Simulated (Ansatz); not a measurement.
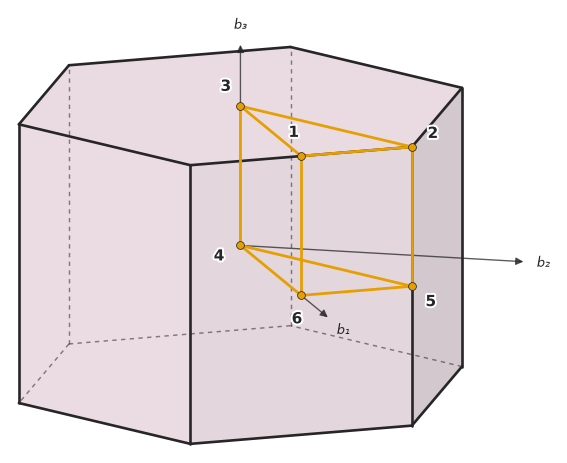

The first Brillouin zone of a primitive hexagonal lattice (hP; extended symbol hP2) is drawn with its special points numbered. Crystal: Te2Pt, the geometry relaxed at fixed volume with DFT PBE+D3(BJ), scalar-relativistic, plane waves, PAW in Ansatz 0.2.0. Geometry calculated from the standardised cell; symmetry tolerance 0.002 Å.

a = 3.980 Å, b = 3.980 Å, c = 4.806 Å, α = 90.00°, β = 90.00°, γ = 120.00°.

Labels and path follow the convention of Hinuma et al. (2017), as computed by seekpath; the arrows show the directions of the reciprocal primitive vectors b₁, b₂, b₃, in which coordinates are given.

Which special point is each number?

```tsv
no.	label	coordinates
1	L	(1/2, 0, 1/2)
2	H	(1/3, 1/3, 1/2)
3	A	(0, 0, 1/2)
4	Γ	(0, 0, 0)
5	K	(1/3, 1/3, 0)
6	M	(1/2, 0, 0)
```
